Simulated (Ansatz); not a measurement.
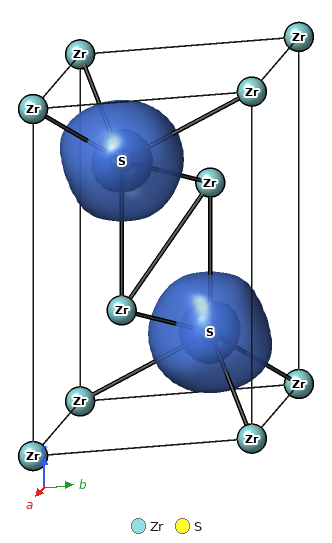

Figure. Zr3S2. Isosurface of the ELF at 0.7 (blue), seen slightly off an axis. Only the valence region is drawn (cores and ρ < 0.01 e/Å³ removed). Sticks mark near contacts.

Space group P-3m1; started from the A-type sesquioxide_164 prototype, which need not be the ambient phase.

Level of theory: Ansatz 0.2.0, DFT PBE, scalar-relativistic, plane waves, PAW.

In a PAW calculation such maps are meaningful between the atoms, not at the nuclei.

```
Zr S
1.0
     4.13287    0.00000    0.00000
    -2.06644    3.57917    0.00000
     0.00000    0.00000    6.41849
Zr S
3 2
Direct
  0.00000 0.00000 0.00000
  0.33333 0.66667 0.64946
  0.66667 0.33333 0.35054
  0.33333 0.66667 0.21899
  0.66667 0.33333 0.78101
```

**Where are the electrons localised?**

The ELF exceeds this value in two regions wrapped around S (the valence shell of each), counted in one cell of 5 atoms. Any copies at cell faces, edges or corners count once. Along the contacts the grid gives the following. Zr–S (2.53 Å): the ELF peaks at about 0.85 in the valence shell of S, 0.8 Å from its nucleus, and is about 0.25 at the midpoint: no localised pair shows between them. Zr–Zr (3.06 Å): the ELF is about 0.35 at the midpoint.
